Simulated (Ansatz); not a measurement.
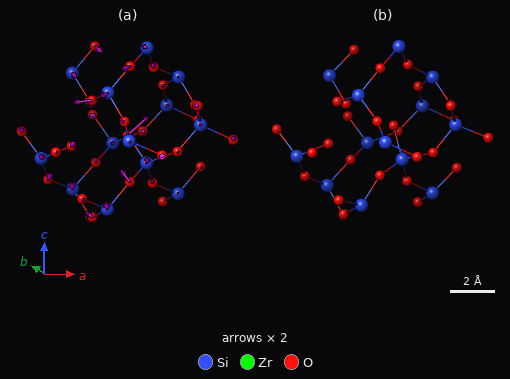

The structure of a defect cell of composition Si₂₂ZrO₄₈ before (left) and after (right) a relaxation, at one scale. The purple arrows give the displacements, magnified 2 times.

The picture is a ball-and-stick view of the atoms within 5.0 Å of the atom that moves most (axes of the cell of the calculation (origin shifted)), seen slightly off an axis.

Method: DFT, PBEsol, PAW, plane waves in Ansatz. Settings: plane-wave cutoff 420 eV; k-point mesh 1 × 1 × 1; mesh shifted by (0.25, 0.25, 0.25); collinear spin; atoms relaxed in a fixed cell; force threshold 0.03 eV/Å; at most 80 steps.

What changed between the two?

Answer. An O atom moves most: 0.66 Å along [3 1 2]. Largest moves by element: O 0.66 Å, Si 0.30 Å, Zr 0.18 Å. The cell stays as it was. Near-neighbour distances that change, for instance: O–Si 1.579 → 1.686 Å, O–Si 1.548 → 1.630 Å, O–Si 1.606 → 1.673 Å, O–Si 1.670 → 1.618 Å. Bond angles that change, for instance: O–Si–O 108.6° → 96.5°, Si–O–Si 142.6° → 152.6°, O–Si–O 108.3° → 117.2°. The energy falls by 11.537 eV per cell of the calculation in 10 geometry steps. The largest force component goes from 19 to 0.017 eV/Å. The program noted that the starting moments weren't kept. Cost: 20 s on 1 × NVIDIA GB200 with 8 threads of Arm Neoverse-V2, peak memory 1.9 GiB.
